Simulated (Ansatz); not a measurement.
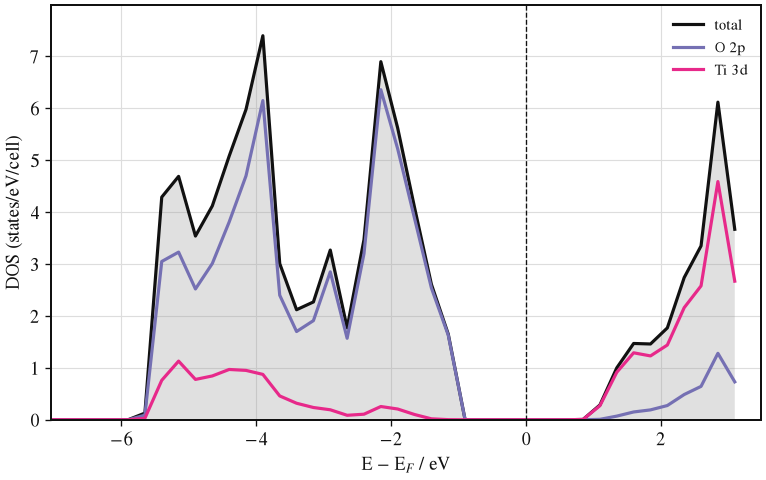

Describe the figure.

Density of states of SrTiO$_{3}$, space group Pm-3m, 5 atoms in the cell, a database entry, rescaled. Method: DFT with PBE, PAW plane waves, no spin polarisation, 7×7×7 k mesh, Fermi-Dirac smearing of 0.08 eV (Ansatz). Energies are counted from the Fermi level. The partial curves are projected on Löwdin-orthogonalised atomic shells.

There is a gap; over the k points computed it is 1.92 eV. By projected weight, the top eV of the valence band is O 2p almost alone; the bottom eV of the conduction band is Ti 3d (90 %). The gap is of charge-transfer type, from anion p to metal d states. The upper group of valence states starts about 4.7 eV under the valence-band top (which lies at −1.0 eV on this axis), with a gap beneath it; it holds about 18 electrons a cell.

The cell is at 8 GPa in this functional.
